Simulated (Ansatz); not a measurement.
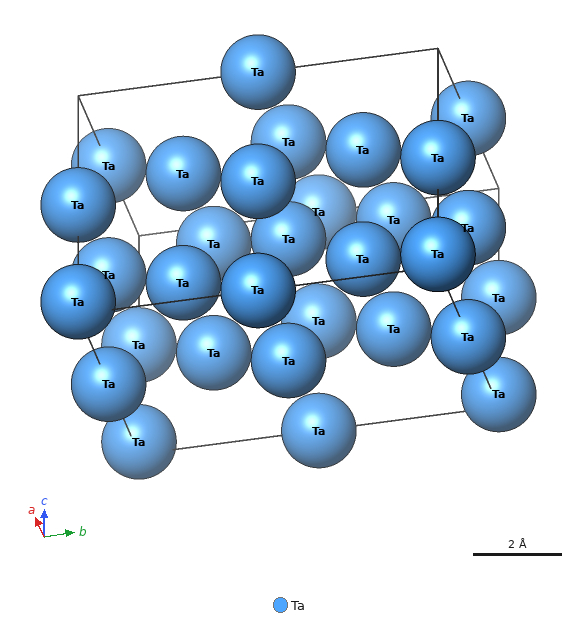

*The structure (spheres-only view of the cell 2 times as large as that of the calculation, set on its symmetry axes, seen at an oblique angle). An atom can appear more than once, as a periodic image.*

Ta: single-point calculation

The run: single-point calculation of Ta (8 atoms in the cell). Method and program: DFT r2SCAN, scalar-relativistic, plane waves, PAW, no spin polarisation (Ansatz 0.2.0).

The structure derives from an entry of the Crystallography Open Database. It belongs to a series of runs on one base structure; here: atom 1 (Ta) moved +0.338 A towards its neighbour atom 2 (Ta) at 2.975 A. Figures and captions count atoms from 1; the log counts them from 0 in places.

The program's output
```
Engine: ansatz 0.2.0, x86_64-unknown-linux-gnu
Pseudopotentials: kind: paw
Pseudopotential: Ta, paw, valence charge 13, recommended cutoff 500 eV (meta_gga), Ta.paw.azcp
Functional definition: r2SCAN
  parameter k0 = 0.174
  parameter k1 = 0.065
  parameter a1 = 4.9479
  exchange = r2scan_x(k0 = k0, k1 = k1, a1 = a1)
  correlation = r2scan_c
Crystal: 8 atoms, lattice volume = 149.009 Å³
Basis set: ecut = 500 eV, 3767 PW (Γ), exchange–correlation on 180×180×180 points (64 copies of the dense FFT grid, shifted against one another)
Bands: 63, of which v1, the nominal top of the filled ones, is band 52 counted from 1 (51 counted from 0)
Symmetry: 4 space group operations
Space group: Imm2 (ITA 44), of the structure as read, at distance tolerance 5.3e-5 Å
k-points: 280 of 1728 (time reversal used)
Non-local potential: Ta, projectors of the file, l = 0: 3, l = 1: 2, l = 2: 2, l = 3: 1
PAW form: soft (Blöchl's): semilocal exchange-correlation on the pseudo side does not see the compensation charge
PAW frozen core: Ta, regenerated for the run's functional (the file was generated under x = pbe(κ = 0.804, μ = 0.2195149727645171), c = pbe(β = 0.06672455060314922))
PAW one-centre angular grid: Ta, 590 points (default); XC on 160 Gauss nodes
Initial density: superposition of atomic densities (neutral atoms: chi_scale 0, normalization atom), corrected by the library's trained network
Initial wavefunctions: pseudopotential atomic-orbital guess
Functional: x = r2scan, c = r2scan; τ floored in thin density (d = 2e-4 eV/Å³)
SCF iter   1: F=—  HF=-79552.001353 eV  |F-HF|=—  |Δ(HF+E_count)|=         —  Δρ=7.09e-3  dr2=3.52e-2  dr2_τ=1.32e-1  ethr=1.77e-3  ⟨swp⟩=5.7  Hψ=70102  notcnv=0
preconditioner: auto → Kerker (q_TF=auto, 2.570 Å⁻¹)  [metal: Δε(μ)=0.004 eV  Ē_g=3.973 eV  σ=0.150 eV  W_gap=0.01  n_scr=50 (ndim 8)  ℏωp=19.2 eV  f_vac=0.000  D(μ)=9.12/eV (n_scr^D=88)]
SCF iter   2: F=—  HF=-79552.146403 eV  |F-HF|=—  |Δ(HF+E_count)|=   1.45e-1  Δρ=4.94e-3  dr2=1.90e-2  dr2_τ=2.60e-3  ethr=3.38e-5  ⟨swp⟩=2.0  Hψ=31989  notcnv=0
SCF iter   3: F=—  HF=-79552.156683 eV  |F-HF|=—  |Δ(HF+E_count)|=   1.03e-2  Δρ=5.70e-4  dr2=8.74e-4  dr2_τ=3.04e-4  ethr=1.83e-5  ⟨swp⟩=3.0  Hψ=33609  notcnv=0
SCF iter   4: F=—  HF=-79552.156715 eV  |F-HF|=—  |Δ(HF+E_count)|=   3.23e-5  Δρ=3.40e-4  dr2=7.54e-5  dr2_τ=2.71e-5  ethr=8.41e-7  ⟨swp⟩=2.0  Hψ=22624  notcnv=0
SCF iter   5: F=—  HF=-79552.156925 eV  |F-HF|=—  |Δ(HF+E_count)|=   2.10e-4  Δρ=9.28e-5  dr2=1.26e-5  dr2_τ=1.44e-6  ethr=7.25e-8  ⟨swp⟩=2.0  Hψ=22786  notcnv=0
SCF iter   6: F=—  HF=-79552.156925 eV  |F-HF|=—  |Δ(HF+E_count)|=   4.50e-7  Δρ=2.88e-5  dr2=1.56e-6  dr2_τ=1.36e-7  ethr=1.21e-8  ⟨swp⟩=2.0  Hψ=22134  notcnv=0
SCF iter   7: F=—  HF=-79552.156925 eV  |F-HF|=—  |Δ(HF+E_count)|=   6.07e-8  Δρ=8.76e-6  dr2=1.80e-7  dr2_τ=2.17e-8  ethr=1.50e-9  ⟨swp⟩=2.0  Hψ=22749  notcnv=0
SCF iter   8: F=-79552.156925 eV  HF=-79552.156925 eV  |F-HF|=1.62e-9  |Δ(HF+E_count)|=  2.91e-10  Δρ=2.72e-6  dr2=9.18e-9  dr2_τ=1.99e-9  ethr=9.62e-11  ⟨swp⟩=10.1  Hψ=62545  notcnv=0
SCF 1 converged in 8 iterations: F = -79552.156925 eV  dr2 = 9.18e-9
  greatest PAW one-centre occupation: 0.998 electrons in one spin orbital (limit 2), on the Ta atom at site 0 (counted from 0), in its partial waves of l = 0
SCF converged after 8 iterations
Free energy (F): -79552.156925 eV
Harris-Foulkes:  -79552.156925 eV  (|F-HF|=1.62e-9)
Internal energy: -79552.054972 eV  (E = F + TS)
E sigma→0 (E₀):  -79552.105949 eV
Entropy (-TS):   -0.101953 eV (-12.744 meV/atom)
Fermi energy:    18.201134 eV
--- Per-component energies (eV) ---
  E_band       = -1006.790236
  E_kinetic    = 2930.238791
  E_local      = -4587.720279  (includes V_loc(G=0)·N_el)
  E_nonlocal   = 116.321698
  E_hartree    = 1589.380670
  E_xc         = -1633.124515
  E_vxc        = -1772.596015  (∫ρ·V_xc dr)
  E_paw        = -67382.127770  (= ΣΔE_a)
  E_vpaw       = -960.880872  (= ΣTr[D̂ρ^β])
  E_aug_tail   = 0.000669  (compensation charges beyond the density's cutoff)
  E_vtau       = 89.085105  (kinetic-family band-sum trace: ∫τ·v_τ [+ j·A + Jᵃ·Aᵃ] dr)
  E_ewald      = -10578.973994
  E_core_change = -6.050242  (= ΣΔE_core)
  E_smearing   = -0.101953  (= −TS)
  E_closure    = 0.000000  (closes the sum)
  Σ components = -79552.156925   (vs F -79552.156925, Δ=0.00e0)
--- Forces (eV/Å), atoms counted from 1 ---
  atom   1  Ta    -2.05813186     2.05813186     0.00000000
  atom   2  Ta     1.62228833    -1.62228833     0.00000000
  atom   3  Ta     0.44424177     0.02748275    -0.77500993
  atom   4  Ta    -0.02748275    -0.44424177    -0.77500993
  atom   5  Ta    -0.02748275    -0.44424177     0.77500993
  atom   6  Ta     0.44424177     0.02748275     0.77500993
  atom   7  Ta    -0.35065457     0.35065457     0.00000000
  atom   8  Ta    -0.04702782     0.04702782     0.00000000
  max |Σ_I F_I| component: 7.88e-6 eV/Å
--- Stress (GPa, compression-positive) ---
        1.512319      -0.126353       0.000000
       -0.126353       1.512319       0.000000
        0.000000       0.000000       1.700573
  P = ⅓ Tr σ = 1.5751 GPa (15.751 kbar)
--- Band table (eV; the first three rows and the last of 280) ---
  k-point 0: bands = ["-51.2283", "-51.1399", "-51.1398", "-51.1258", "-51.1068", "-51.1035", "-51.0623", "-51.0043", "-17.7340", "-17.6705", "-17.6404", "-17.6393", "-17.5879", "-17.5816", "-17.5508", "-16.9817", "-16.9490", "-16.9406", "-16.9118", "-16.9013", "-16.8978", "-16.7129", "-16.7025", "-16.6937", "-16.6746", "-16.6742", "-16.6480", "-16.6252", "-16.6144", "-16.5223", "-16.5127", "-16.4590", "9.6341", "13.3175", "13.3472", "13.3473", "13.3828", "13.5901", "13.5921", "13.6170", "14.5840", "14.6743", "14.6863", "18.1582", "18.3009", "18.3263", "18.3447", "18.5085", "18.5096", "18.5500", "18.6252", "18.6332", "18.6398", "18.7091", "18.7106", "18.7413", "19.0048", "19.1790", "20.9089", "21.0832", "21.1169", "21.9465", "22.1522"]
  k-point 1: bands = ["-51.2266", "-51.1404", "-51.1394", "-51.1260", "-51.1076", "-51.1035", "-51.0628", "-51.0044", "-17.7274", "-17.6592", "-17.6323", "-17.6259", "-17.5791", "-17.5724", "-17.5425", "-16.9874", "-16.9547", "-16.9439", "-16.9135", "-16.8991", "-16.8946", "-16.7221", "-16.7050", "-16.7041", "-16.6863", "-16.6744", "-16.6489", "-16.6319", "-16.6156", "-16.5389", "-16.5169", "-16.4601", "9.7077", "13.3202", "13.3808", "13.4130", "13.4367", "13.6380", "13.6473", "13.6670", "14.6215", "14.7232", "14.7345", "18.0067", "18.1621", "18.2182", "18.3080", "18.4737", "18.5339", "18.5669", "18.5853", "18.6265", "18.6585", "18.6900", "18.7273", "18.7748", "18.9882", "19.1937", "20.7311", "20.8737", "20.9102", "21.9017", "22.0927"]
  k-point 2: bands = ["-51.2218", "-51.1429", "-51.1380", "-51.1263", "-51.1096", "-51.1037", "-51.0640", "-51.0046", "-17.7081", "-17.6318", "-17.6096", "-17.5828", "-17.5539", "-17.5454", "-17.5193", "-17.0142", "-16.9602", "-16.9509", "-16.9219", "-16.8900", "-16.8854", "-16.7581", "-16.7252", "-16.7185", "-16.7110", "-16.6777", "-16.6615", "-16.6426", "-16.6198", "-16.5884", "-16.5234", "-16.4634", "9.9246", "13.2461", "13.5442", "13.5891", "13.6041", "13.7792", "13.8068", "13.8159", "14.7346", "14.8556", "14.8869", "17.6378", "17.7883", "17.8514", "18.2448", "18.2983", "18.3373", "18.5550", "18.6297", "18.6796", "18.7188", "18.7629", "18.7838", "18.8536", "19.0163", "19.2239", "20.2514", "20.3350", "20.3878", "21.7957", "21.9521"]
  k-point 279: bands = ["-51.1646", "-51.1573", "-51.1546", "-51.1429", "-51.1170", "-51.1011", "-51.0667", "-51.0073", "-17.5094", "-17.4185", "-17.3404", "-17.3248", "-17.2988", "-17.2176", "-17.2113", "-17.1945", "-17.1842", "-17.1794", "-17.1396", "-17.0829", "-16.9113", "-16.8380", "-16.8226", "-16.8151", "-16.8108", "-16.7823", "-16.7531", "-16.7104", "-16.6823", "-16.6438", "-16.5982", "-16.5541", "13.0501", "13.1178", "13.1630", "13.2521", "15.5680", "15.6123", "15.7607", "15.8988", "15.9435", "16.0349", "16.0815", "16.0947", "16.3417", "16.4955", "16.5358", "16.8010", "16.8610", "16.8776", "17.0654", "17.1830", "18.1231", "18.1680", "18.3291", "18.6482", "19.6770", "20.4181", "20.5134", "20.5762", "20.7357", "20.7959", "20.8163"]
```

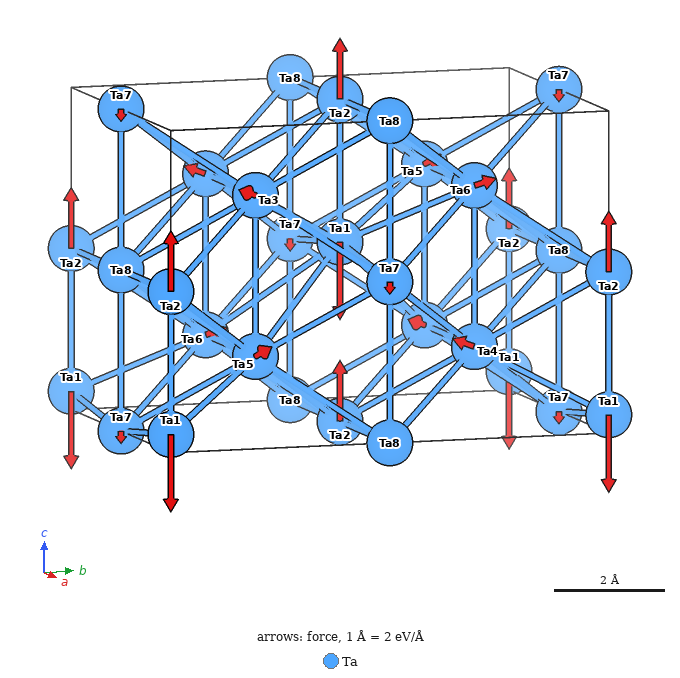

*Forces on the atoms as red arrows (ball-and-stick view of the cell 2 times as large as that of the calculation, set on its symmetry axes, seen slightly off an axis; atoms are numbered from 1 in the order of the input); the smallest are left out.*

The largest act on Ta1 (2.91 eV/Å); Ta2 (2.29 eV/Å); Ta3, Ta4, Ta5, Ta6 (0.89 eV/Å). The geometry is not a stationary point of this energy.

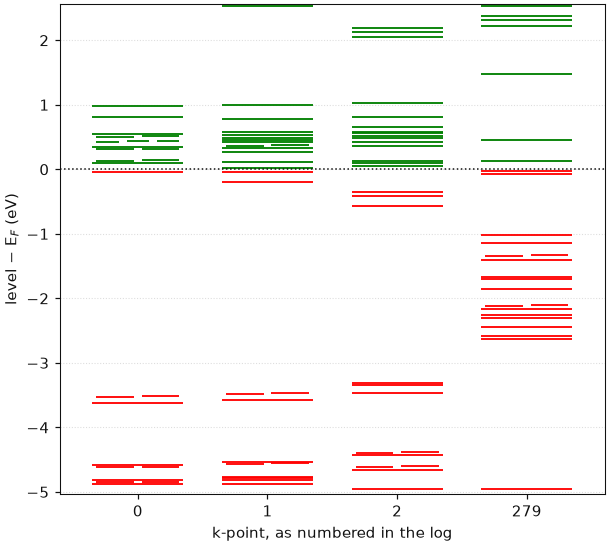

*Kohn–Sham levels near the Fermi level (dotted) at the few k-points that the log prints; levels within 0.02 eV of each other stand side by side.*

The system is metallic on the full mesh.

This output came from the following input.

Input
```yaml
crystal:
  lattice:
    - [-4.2078571111, 4.2078571111, 0.0]
    - [-4.2078571111, 0.0, 4.2078571111]
    - [0.0, 4.2078571111, 4.2078571111]
  atoms:
    - { symbol: Ta, position: [-0.0567149816, 0.0, 0.0] }
    - { symbol: Ta, position: [0.5, 0.0, 0.0] }
    - { symbol: Ta, position: [0.0, 0.5, 0.0] }
    - { symbol: Ta, position: [0.0, 0.0, 0.5] }
    - { symbol: Ta, position: [0.5, 0.5, 0.0] }
    - { symbol: Ta, position: [0.5, 0.0, 0.5] }
    - { symbol: Ta, position: [0.0, 0.5, 0.5] }
    - { symbol: Ta, position: [0.5, 0.5, 0.5] }
basis:
  ecutwfc: 500
kpoints:
  mp_grid: { grid: [12, 12, 12] }
hamiltonian:
  xc: r2scan
scf:
  occupations: { method: gaussian, width: 0.15 }
output:
  forces: true
  stress: true
  eigenvalues: true
```

Launch command:
```bash
ansatz run input.yaml --threads 1 --pin off --max-ram 2560MiB --backend cpu --events-out ev --progress --plain --runs-dir out
```

Results in brief

```csv
quantity,value
outcome,converged
space group (tolerance 0.01 Å),Imm2 (44)
electrons treated,104
free energy,−79552.1569 eV
Fermi energy,18.201 eV
gap on the k-point mesh,none (metallic)
pressure,1.58 GPa
largest force (length of the vector),2.911 eV/Å
hardware,"1 thread of AMD EPYC (Zen 5), 32 GiB of memory available, shared host"
wall time,2 min
peak memory,2.3 GiB
```

Notes

Spin–orbit coupling is left out, which matters for Ta.
